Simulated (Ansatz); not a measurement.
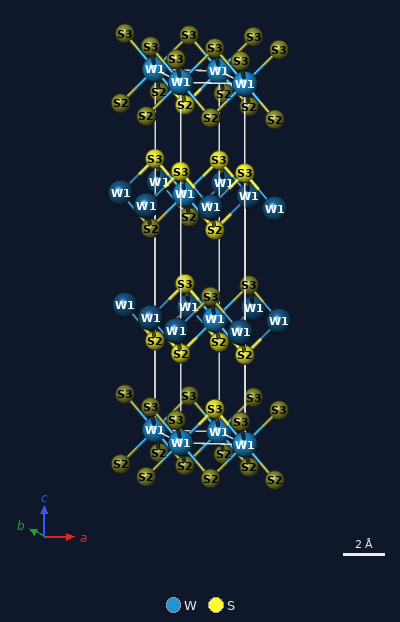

Fig. 1: The structure (ball-and-stick view of the cell 3 times as large as that of the calculation, set on its symmetry axes, seen at an oblique angle; neighbours outside the cell are drawn fainter; atoms are numbered from 1 in the order of the input).

## WS2: a failed or faulty run and its cure

System: WS2 (R-3m, 3 atoms in the cell).
Method of the first run: DFT, PBEsol, plane waves, PAW, no spin polarisation (Ansatz 0.2.0).

The structure was built on a prototype by a generator. The run did not end well. The geometry comes from this level: r2scan-rvv10. Text and figures count atoms from 1; the logs count them from 0 in places.

**Input file, the first run**
```yaml
crystal:
  lattice:
    - [1.5985959956, 0.9229498284, 6.0871024982]
    - [-1.5985959956, 0.9229498284, 6.0871024982]
    - [0.0, -1.8458996568, 6.0871024982]
  atoms:
    - { symbol: W, position: [0.0, 0.0, 0.0] }
    - { symbol: S, position: [0.2477300228, 0.2477300228, 0.2477300228] }
    - { symbol: S, position: [0.7522699772, 0.7522699772, 0.7522699772] }
kpoints:
  mp_grid: { grid: [6, 6, 6] }
hamiltonian:
  xc: pbesol
scf:
  occupations: { method: fermi_dirac, width: 0.02 }
  n_extra_bands: 4
  max_iter: 2
output:
  forces: true
  stress: true
  eigenvalues: true
```

Command:
```bash
ansatz run input.yaml --threads 4 --pin off --max-ram 3686MiB --backend cpu --events-out ev --progress --plain --runs-dir out
```

Hardware: 4 threads of Arm Neoverse V2, 128 GiB of memory available, shared host.

**Output, shortened to warnings, some set-up lines, iterations and results (the first run)**
```
Error: did not converge after 2 iterations: dr2 = 7.96e-3 (threshold 1.00e-7), under the density mixer `msr1`, which `scf.mixing.algorithm: auto` chose by the deck's other keys (type `scf.mixing.algorithm: msr1` to keep it); raise `scf.max_iter`, which need not help a stalled SCF, or adjust the mixing (`scf.mixing`) or, under a smearing, its width (`scf.occupations.width`, in either direction: …
Basis set: ecut = 420 eV, 1071 PW (Γ), FFT grids on a1−a3, a2−a3, a3, exchange–correlation on 48×48×90 points (8 copies of the dense FFT grid, shifted against one another)
Symmetry: 12 space group operations
k-points: 32 of 216
Initial density: superposition of atomic densities (neutral atoms: chi_scale 0, normalization atom), corrected by the library's trained network
[...]
SCF iter   1: F=—  HF=-12028.235844 eV  |F-HF|=—  |Δ(HF+E_count)|=         —  Δρ=5.79e-3  dr2=1.79e-2  ethr=1.77e-3  ⟨swp⟩=4.4  Hψ=6042  notcnv=0
SCF iter   2: F=—  HF=-12028.234207 eV  |F-HF|=—  |Δ(HF+E_count)|=   1.64e-3  Δρ=3.32e-3  dr2=7.96e-3  ethr=6.88e-5  ⟨swp⟩=3.7  Hψ=3540  notcnv=0
Error: did not converge after 2 iterations: dr2 = 7.96e-3 (threshold 1.00e-7), under the density mixer `msr1`, which `scf.mixing.algorithm: auto` chose by the deck's other keys (type `scf.mixing.algorithm: msr1` to keep it); raise `scf.max_iter`, which need not help a stalled SCF, or adjust the …
```

Question: What should be changed in this input?

Answer: Some settings of this run were drawn to be unusual or wrong. The run did not converge. Its last values are not results.

A run of the same system that converges differs from this input as follows (lines with − go, lines with + come):
```diff
-  max_iter: 2
```

**Output, shortened to warnings, some set-up lines, iterations and results (the second run)**
```
Basis set: ecut = 420 eV, 1071 PW (Γ), FFT grids on a1−a3, a2−a3, a3, exchange–correlation on 48×48×90 points (8 copies of the dense FFT grid, shifted against one another)
Symmetry: 12 space group operations
k-points: 32 of 216
Initial density: superposition of atomic densities (neutral atoms: chi_scale 0, normalization atom), corrected by the library's trained network
[...]
SCF iter   1: F=—  HF=-12028.235790 eV  |F-HF|=—  |Δ(HF+E_count)|=         —  Δρ=5.77e-3  dr2=1.75e-2  ethr=1.77e-3  ⟨swp⟩=6.1  Hψ=3181  notcnv=0
SCF iter   2: F=—  HF=-12028.234225 eV  |F-HF|=—  |Δ(HF+E_count)|=   1.56e-3  Δρ=3.26e-3  dr2=7.16e-3  ethr=6.74e-5  ⟨swp⟩=2.1  Hψ=1202  notcnv=0  defer=2
SCF iter   3: F=—  HF=-12028.232037 eV  |F-HF|=—  |Δ(HF+E_count)|=   2.19e-3  Δρ=6.33e-4  dr2=2.93e-4  ethr=2.75e-5  ⟨swp⟩=2.0  Hψ=956  notcnv=0  defer=2
SCF iter   4: F=—  HF=-12028.231970 eV  |F-HF|=—  |Δ(HF+E_count)|=   6.65e-5  Δρ=1.03e-4  dr2=4.76e-6  ethr=1.13e-6  ⟨swp⟩=2.0  Hψ=786  notcnv=0  defer=2
SCF iter   5: F=—  HF=-12028.231956 eV  |F-HF|=—  |Δ(HF+E_count)|=   1.41e-5  Δρ=1.55e-5  dr2=2.51e-7  ethr=1.83e-8  ⟨swp⟩=2.1  Hψ=810  notcnv=0  defer=2
SCF iter   6: F=-12028.231956 eV  HF=-12028.231956 eV  |F-HF|=4.44e-9  |Δ(HF+E_count)|=   4.71e-8  Δρ=5.61e-6  dr2=2.60e-8  ethr=3.85e-10  ⟨swp⟩=6.3  Hψ=2533  notcnv=0
SCF 1 converged in 6 iterations: F = -12028.231956 eV  dr2 = 2.60e-8
SCF converged after 6 iterations
Free energy (F): -12028.231956 eV
Harris-Foulkes:  -12028.231956 eV  (|F-HF|=4.44e-9)
Internal energy: -12028.231007 eV  (E = F + TS)
E sigma→0 (E₀):  -12028.231482 eV
Entropy (-TS):   -0.000949 eV (-0.316 meV/atom)
Fermi energy:    11.411833 eV
--- Per-component energies (eV) ---
  E_band       = -193.037496
  E_kinetic    = 665.090910
  E_local      = -1708.071171  (includes V_loc(G=0)·N_el)
  E_nonlocal   = 60.503592
  E_hartree    = 670.311862
  E_xc         = -457.789794
  E_vxc        = -413.820969  (∫ρ·V_xc dr)
  E_paw        = -9604.466458  (= ΣΔE_a)
  E_vpaw       = -137.359280  (= ΣTr[D̂ρ^β])
  E_aug_tail   = -0.000063  (compensation charges beyond the density's cutoff)
  E_ewald      = -1654.155576
  E_core_change = 0.345691  (= ΣΔE_core)
  E_smearing   = -0.000949  (= −TS)
  E_closure    = 0.000000  (closes the sum)
  Σ components = -12028.231956   (vs F -12028.231956, Δ=0.00e0)
--- Forces (eV/Å), atoms counted from 1 ---
  atom   1  W     -0.00000000     0.00000000     0.00000000
  atom   2  S      0.00000000     0.00000000     0.07688676
  atom   3  S      0.00000000    -0.00000000    -0.07688676
  max |Σ_I F_I| component: 1.39e-17 eV/Å
--- Stress (GPa, compression-positive) ---
       -2.701073       0.000000       0.000000
        0.000000      -2.701073       0.000000
        0.000000       0.000000      -0.689482
  P = ⅓ Tr σ = -2.0305 GPa (-20.305 kbar)
```

**The two runs side by side**

| quantity | the first run | the second run |
| --- | --- | --- |
| outcome | not converged | converged |
| free energy per atom (eV) | – | −4009.4107 |
| gap on the mesh (eV) | – | 0.00 |
| pressure (GPa) | – | −2.03 |
| volume per atom (Å³) | – | 17.96 |
| largest force (eV/Å) | – | 0.077 |
| SCF iterations | – | 6 |
| irreducible k-points | – | 32 |
| plane waves at Γ | – | 1071 |
| wall time (shared host) | 0.52 s | 0.69 s |

Notes on the second run: Spin–orbit coupling is left out, which matters for W.
